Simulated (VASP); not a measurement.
Efg calculation, with input and output: Al₂O₃ (part 2 of 3)

Al₂O₃ (R-3c, 40 atoms in the cell); Kohn-Sham DFT of a periodic cell, PBE, VASP PAW PBE potentials, recommended, no spin polarisation (VASP 6.6.1); cutoff 520 eV, 3×3×3 k-mesh, Gaussian smearing of 0.01 eV. The structure derives from a Materials Project entry. It belongs to a series of runs on one base structure; here: core holes.

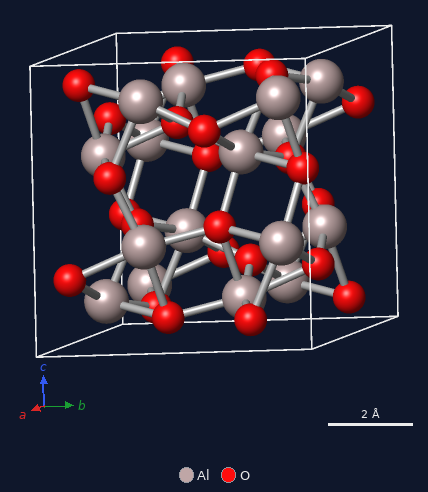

The structure (ball-and-stick view of the cell of the calculation, seen slightly off an axis).

## Parts of OUTCAR, continued
```
     85       4.9492      2.00000
     86       5.1213      2.00000
     87       5.1213      2.00000
     88       5.1213      2.00000
     89       5.3619      2.00000
     90       5.3619      2.00000
     91       5.5898      2.00000
     92       5.5898      2.00000
     93       5.5898      2.00000
     94       5.7911      2.00000
     95       5.7911      2.00000
     96       5.8205      2.00000
     97      11.6963      0.00000
     98      14.7413      0.00000
     99      15.1970      0.00000
    100      15.1970      0.00000
    101      15.1970      0.00000
    102      15.3241      0.00000
    103      15.3241      0.00000
    104      15.3241      0.00000
    105      15.4584      0.00000
    106      15.4584      0.00000
    107      15.4584      0.00000
    108      15.9787      0.00000

 k-point     2 :       0.3333   -0.0000   -0.0000
  band No.  band energies     occupation
      1     -13.0314      2.00000
      2     -12.5520      2.00000
      3     -11.9556      2.00000
      4     -11.9556      2.00000
      5     -11.5979      2.00000
      6     -11.5979      2.00000
      7     -11.3548      2.00000
      8     -11.3548      2.00000
      9     -11.1867      2.00000
     10     -11.1455      2.00000
     11     -11.1455      2.00000
     12     -11.0569      2.00000
     13     -11.0288      2.00000
     14     -10.9431      2.00000
     15     -10.8227      2.00000
     16     -10.7966      2.00000
     17     -10.7366      2.00000
     18     -10.5867      2.00000
     19     -10.5867      2.00000
     20     -10.5332      2.00000
     21     -10.3926      2.00000
     22     -10.3884      2.00000
     23     -10.3884      2.00000
     24     -10.3708      2.00000
     25      -0.6671      2.00000
     26      -0.2671      2.00000
     27      -0.2171      2.00000
     28      -0.0641      2.00000
     29       0.0023      2.00000
     30       0.0023      2.00000
     31       0.2883      2.00000
     32       0.2883      2.00000
     33       0.3675      2.00000
     34       0.6252      2.00000
     35       0.9135      2.00000
     36       0.9135      2.00000
     37       0.9740      2.00000
     38       1.0566      2.00000
     39       1.0566      2.00000
     40       1.1077      2.00000
     41       1.1440      2.00000
     42       1.4114      2.00000
     43       1.5430      2.00000
     44       1.7532      2.00000
     45       1.7532      2.00000
     46       1.9073      2.00000
     47       1.9073      2.00000
     48       1.9702      2.00000
     49       2.3600      2.00000
     50       2.3600      2.00000
     51       2.4136      2.00000
     52       2.5653      2.00000
     53       2.5653      2.00000
     54       2.8791      2.00000
     55       3.0332      2.00000
     56       3.1860      2.00000
     57       3.3393      2.00000
     58       3.3473      2.00000
     59       3.4663      2.00000
     60       3.4663      2.00000
     61       3.6859      2.00000
     62       3.6921      2.00000
     63       3.6921      2.00000
     64       3.7728      2.00000
     65       4.0408      2.00000
     66       4.0408      2.00000
     67       4.0545      2.00000
     68       4.1629      2.00000
     69       4.1629      2.00000
     70       4.1945      2.00000
     71       4.2825      2.00000
     72       4.4397      2.00000
     73       4.4686      2.00000
     74       4.5673      2.00000
     75       4.5771      2.00000
     76       4.6140      2.00000
     77       4.6140      2.00000
     78       4.6948      2.00000
     79       4.6948      2.00000
     80       4.8481      2.00000
     81       4.9438      2.00000
     82       4.9438      2.00000
     83       5.0895      2.00000
     84       5.0895      2.00000
     85       5.1035      2.00000
     86       5.1210      2.00000
     87       5.1247      2.00000
     88       5.1247      2.00000
     89       5.1775      2.00000
     90       5.3775      2.00000
     91       5.4588      2.00000
     92       5.4588      2.00000
     93       5.4755      2.00000
     94       5.5083      2.00000
     95       5.6838      2.00000
     96       5.7846      2.00000
     97      12.4798      0.00000
     98      14.0100      0.00000
     99      15.2497      0.00000
    100      15.2555      0.00000
    101      15.2555      0.00000
    102      15.4183      0.00000
    103      15.4183      0.00000
    104      15.5698      0.00000
    105      15.5942      0.00000
    106      15.5942      0.00000
    107      15.7972      0.00000
    108      15.7972      0.00000

 k-point     3 :       0.3333    0.3333   -0.0000
  band No.  band energies     occupation
      1     -12.8810      2.00000
      2     -12.3663      2.00000
      3     -12.3663      2.00000
      4     -12.0354      2.00000
      5     -11.8473      2.00000
      6     -11.4706      2.00000
      7     -11.4706      2.00000
      8     -11.2984      2.00000
      9     -11.2705      2.00000
     10     -11.0762      2.00000
     11     -11.0762      2.00000
     12     -10.9344      2.00000
     13     -10.9344      2.00000
     14     -10.9148      2.00000
     15     -10.9022      2.00000
     16     -10.6272      2.00000
     17     -10.6144      2.00000
     18     -10.6144      2.00000
     19     -10.5897      2.00000
     20     -10.5024      2.00000
     21     -10.4577      2.00000
     22     -10.4577      2.00000
     23     -10.3970      2.00000
     24     -10.3717      2.00000
     25      -0.2816      2.00000
     26      -0.2744      2.00000
     27      -0.2744      2.00000
     28      -0.2166      2.00000
     29      -0.0232      2.00000
     30       0.0396      2.00000
     31       0.0396      2.00000
     32       0.1749      2.00000
     33       0.3934      2.00000
     34       0.3934      2.00000
     35       0.5102      2.00000
     36       0.8299      2.00000
     37       0.9607      2.00000
     38       0.9607      2.00000
     39       0.9687      2.00000
     40       1.1334      2.00000
     41       1.1445      2.00000
     42       1.6856      2.00000
     43       1.6856      2.00000
     44       1.7348      2.00000
     45       1.8258      2.00000
     46       1.8258      2.00000
     47       2.0802      2.00000
     48       2.1557      2.00000
     49       2.2834      2.00000
     50       2.6020      2.00000
     51       2.7992      2.00000
     52       2.7992      2.00000
     53       2.9387      2.00000
     54       3.0291      2.00000
     55       3.0531      2.00000
     56       3.0531      2.00000
     57       3.0736      2.00000
     58       3.3484      2.00000
     59       3.4075      2.00000
     60       3.4985      2.00000
     61       3.5517      2.00000
     62       3.5517      2.00000
     63       3.6402      2.00000
     64       3.7804      2.00000
     65       3.7804      2.00000
     66       4.1359      2.00000
     67       4.1733      2.00000
     68       4.1733      2.00000
     69       4.2430      2.00000
     70       4.3075      2.00000
     71       4.3075      2.00000
     72       4.3811      2.00000
     73       4.4644      2.00000
     74       4.4644      2.00000
     75       4.5089      2.00000
     76       4.5089      2.00000
     77       4.5559      2.00000
     78       4.5647      2.00000
     79       4.7695      2.00000
     80       4.8515      2.00000
     81       4.8624      2.00000
     82       4.8841      2.00000
     83       4.8841      2.00000
     84       4.9985      2.00000
     85       5.1881      2.00000
     86       5.1997      2.00000
     87       5.1997      2.00000
     88       5.2136      2.00000
     89       5.2484      2.00000
     90       5.2538      2.00000
     91       5.4947      2.00000
     92       5.4947      2.00000
     93       5.5762      2.00000
     94       5.5762      2.00000
     95       5.6455      2.00000
     96       5.6466      2.00000
     97      12.9879      0.00000
     98      14.3918      0.00000
     99      14.3918      0.00000
    100      15.0430      0.00000
    101      15.0430      0.00000
    102      15.0878      0.00000
    103      15.2491      0.00000
    104      15.4145      0.00000
    105      15.6642      0.00000
    106      15.6642      0.00000
    107      15.7624      0.00000
    108      15.8426      0.00000

 k-point     4 :      -0.3333    0.3333    0.0000
  band No.  band energies     occupation
      1     -12.8413      2.00000
      2     -12.4306      2.00000
      3     -12.4306      2.00000
      4     -11.9381      2.00000
      5     -11.8118      2.00000
      6     -11.5275      2.00000
      7     -11.5275      2.00000
      8     -11.2690      2.00000
      9     -11.2021      2.00000
     10     -11.0769      2.00000
     11     -11.0769      2.00000
     12     -10.9179      2.00000
     13     -10.9179      2.00000
     14     -10.9016      2.00000
     15     -10.8457      2.00000
     16     -10.7191      2.00000
     17     -10.7015      2.00000
     18     -10.5861      2.00000
     19     -10.5861      2.00000
     20     -10.5337      2.00000
     21     -10.5078      2.00000
     22     -10.4152      2.00000
     23     -10.3565      2.00000
     24     -10.3565      2.00000
     25      -0.6012      2.00000
     26      -0.2665      2.00000
     27      -0.0493      2.00000
     28      -0.0364      2.00000
     29      -0.0364      2.00000
     30       0.1534      2.00000
     31       0.2078      2.00000
     32       0.2078      2.00000
     33       0.2974      2.00000
     34       0.3254      2.00000
     35       0.3254      2.00000
     36       0.7259      2.00000
     37       0.7554      2.00000
     38       0.8465      2.00000
     39       1.3701      2.00000
     40       1.3701      2.00000
     41       1.4325      2.00000
     42       1.4413      2.00000
     43       1.6282      2.00000
     44       1.6774      2.00000
     45       1.6774      2.00000
     46       1.9637      2.00000
     47       1.9637      2.00000
     48       2.0366      2.00000
     49       2.2222      2.00000
     50       2.4729      2.00000
     51       2.4729      2.00000
     52       2.8894      2.00000
     53       2.8894      2.00000
     54       3.0314      2.00000
     55       3.2324      2.00000
     56       3.2341      2.00000
     57       3.2341      2.00000
     58       3.3010      2.00000
     59       3.4410      2.00000
     60       3.6551      2.00000
     61       3.6884      2.00000
     62       3.6884      2.00000
     63       3.8073      2.00000
     64       3.8404      2.00000
     65       3.8404      2.00000
     66       3.9583      2.00000
     67       3.9802      2.00000
     68       4.0928      2.00000
     69       4.1488      2.00000
     70       4.1488      2.00000
     71       4.2252      2.00000
     72       4.3395      2.00000
     73       4.4250      2.00000
     74       4.4626      2.00000
     75       4.4626      2.00000
     76       4.5913      2.00000
     77       4.6210      2.00000
     78       4.7136      2.00000
     79       4.7136      2.00000
     80       4.8115      2.00000
     81       4.8115      2.00000
     82       4.8507      2.00000
     83       4.8517      2.00000
     84       5.0425      2.00000
     85       5.0928      2.00000
     86       5.2493      2.00000
     87       5.2493      2.00000
     88       5.2697      2.00000
     89       5.2697      2.00000
     90       5.3427      2.00000
     91       5.3892      2.00000
     92       5.4599      2.00000
     93       5.4599      2.00000
     94       5.5722      2.00000
     95       5.6852      2.00000
     96       5.7752      2.00000
     97      13.1535      0.00000
     98      14.2471      0.00000
     99      14.2471      0.00000
    100      14.9753      0.00000
    101      15.0022      0.00000
    102      15.1537      0.00000
    103      15.3769      0.00000
    104      15.7293      0.00000
    105      15.7293      0.00000
    106      15.9052      0.00000
    107      15.9133      0.00000
    108      15.9133      0.00000

 k-point     5 :       0.3333    0.3333    0.3333
  band No.  band energies     occupation
      1     -12.7548      2.00000
      2     -12.2057      2.00000
      3     -12.2057      2.00000
      4     -12.2057      2.00000
      5     -11.8505      2.00000
      6     -11.8505      2.00000
      7     -11.8505      2.00000
      8     -11.6693      2.00000
      9     -10.9325      2.00000
     10     -10.9325      2.00000
     11     -10.9325      2.00000
     12     -10.8630      2.00000
     13     -10.8630      2.00000
     14     -10.8630      2.00000
     15     -10.6507      2.00000
     16     -10.6507      2.00000
     17     -10.5733      2.00000
     18     -10.5733      2.00000
     19     -10.5733      2.00000
     20     -10.4968      2.00000
     21     -10.4968      2.00000
     22     -10.4805      2.00000
     23     -10.4805      2.00000
     24     -10.4805      2.00000
     25      -0.5419      2.00000
     26      -0.5419      2.00000
     27      -0.5419      2.00000
     28      -0.0227      2.00000
     29      -0.0227      2.00000
     30      -0.0227      2.00000
     31       0.0754      2.00000
     32       0.4991      2.00000
     33       0.5881      2.00000
     34       0.5881      2.00000
     35       0.5881      2.00000
     36       0.7501      2.00000
     37       0.8954      2.00000
     38       0.8954      2.00000
     39       0.9168      2.00000
     40       0.9168      2.00000
     41       0.9168      2.00000
     42       1.8604      2.00000
     43       1.8604      2.00000
     44       1.8604      2.00000
     45       2.0546      2.00000
     46       2.0546      2.00000
     47       2.2129      2.00000
     48       2.2129      2.00000
     49       2.2129      2.00000
     50       2.4885      2.00000
     51       2.4885      2.00000
     52       2.4885      2.00000
     53       2.9044      2.00000
     54       3.1947      2.00000
     55       3.2491      2.00000
     56       3.2491      2.00000
     57       3.2491      2.00000
     58       3.4123      2.00000
     59       3.4123      2.00000
     60       3.5567      2.00000
     61       3.5567      2.00000
     62       3.5567      2.00000
     63       3.7598      2.00000
     64       3.7598      2.00000
     65       3.7598      2.00000
     66       3.8445      2.00000
     67       3.8445      2.00000
     68       3.8445      2.00000
     69       4.2186      2.00000
     70       4.3579      2.00000
     71       4.3579      2.00000
     72       4.3579      2.00000
     73       4.5175      2.00000
     74       4.5175      2.00000
     75       4.5175      2.00000
     76       4.5209      2.00000
     77       4.5209      2.00000
     78       4.6463      2.00000
     79       4.6463      2.00000
     80       4.6463      2.00000
     81       4.7669      2.00000
     82       4.7669      2.00000
     83       4.7669      2.00000
     84       5.1471      2.00000
     85       5.1471      2.00000
     86       5.1471      2.00000
     87       5.3535      2.00000
     88       5.3535      2.00000
     89       5.4541      2.00000
     90       5.4541      2.00000
     91       5.4541      2.00000
     92       5.5358      2.00000
     93       5.5358      2.00000
     94       5.5358      2.00000
     95       5.6489      2.00000
     96       5.6489      2.00000
     97      13.2389      0.00000
     98      14.6980      0.00000
     99      14.8276      0.00000
    100      14.8276      0.00000
    101      14.8276      0.00000
    102      14.9215      0.00000
    103      14.9215      0.00000
    104      14.9215      0.00000
    105      15.2691      0.00000
    106      15.2691      0.00000
    107      15.2691      0.00000
    108      15.7037      0.00000

 k-point     6 :      -0.3333    0.3333    0.3333
  band No.  band energies     occupation
      1     -12.6771      2.00000
      2     -12.3322      2.00000
      3     -12.2339      2.00000
      4     -12.2339      2.00000
      5     -11.9668      2.00000
      6     -11.8110      2.00000
      7     -11.8110      2.00000
      8     -11.4851      2.00000
      9     -10.9034      2.00000
     10     -10.9034      2.00000
     11     -10.8430      2.00000
     12     -10.8110      2.00000
     13     -10.8110      2.00000
     14     -10.8003      2.00000
     15     -10.7649      2.00000
     16     -10.7380      2.00000
     17     -10.7136      2.00000
     18     -10.7136      2.00000
     19     -10.6098      2.00000
     20     -10.5094      2.00000
     21     -10.4791      2.00000
     22     -10.4370      2.00000
     23     -10.4370      2.00000
     24     -10.4138      2.00000
     25      -0.6014      2.00000
     26      -0.2935      2.00000
     27      -0.2935      2.00000
     28      -0.1549      2.00000
     29      -0.1549      2.00000
     30      -0.1528      2.00000
     31       0.0712      2.00000
     32       0.1086      2.00000
     33       0.4321      2.00000
     34       0.5161      2.00000
     35       0.5161      2.00000
     36       0.7950      2.00000
     37       0.8881      2.00000
     38       0.9648      2.00000
     39       0.9648      2.00000
     40       1.4469      2.00000
     41       1.6517      2.00000
     42       1.7343      2.00000
     43       1.8676      2.00000
     44       1.8728      2.00000
     45       1.8728      2.00000
     46       1.9295      2.00000
     47       2.0936      2.00000
     48       2.0936      2.00000
     49       2.1013      2.00000
     50       2.5351      2.00000
     51       2.5351      2.00000
     52       2.6966      2.00000
     53       2.7399      2.00000
     54       2.7399      2.00000
     55       2.8581      2.00000
     56       3.0455      2.00000
     57       3.4914      2.00000
     58       3.5540      2.00000
     59       3.5540      2.00000
     60       3.5899      2.00000
     61       3.6014      2.00000
     62       3.6812      2.00000
     63       3.7077      2.00000
     64       3.8609      2.00000
     65       3.8609      2.00000
     66       3.9581      2.00000
     67       4.0212      2.00000
     68       4.0212      2.00000
     69       4.0273      2.00000
     70       4.1591      2.00000
     71       4.1725      2.00000
     72       4.4229      2.00000
     73       4.4736      2.00000
     74       4.4736      2.00000
     75       4.4994      2.00000
     76       4.5101      2.00000
     77       4.5101      2.00000
     78       4.6179      2.00000
     79       4.6553      2.00000
     80       4.6553      2.00000
     81       5.0093      2.00000
     82       5.0093      2.00000
     83       5.0169      2.00000
     84       5.0331      2.00000
     85       5.0331      2.00000
     86       5.1020      2.00000
     87       5.2833      2.00000
     88       5.3053      2.00000
     89       5.3508      2.00000
     90       5.4283      2.00000
     91       5.4805      2.00000
     92       5.4805      2.00000
     93       5.5448      2.00000
     94       5.5448      2.00000
     95       5.6159      2.00000
     96       5.6535      2.00000
     97      13.6487      0.00000
     98      14.3054      0.00000
     99      14.5714      0.00000
    100      14.5714      0.00000
    101      14.8342      0.00000
    102      15.2170      0.00000
    103      15.2170      0.00000
    104      15.3431      0.00000
    105      15.3899      0.00000
    106      15.3899      0.00000
    107      15.6269      0.00000
    108      15.6269      0.00000
 [bands above 108 left out]
```
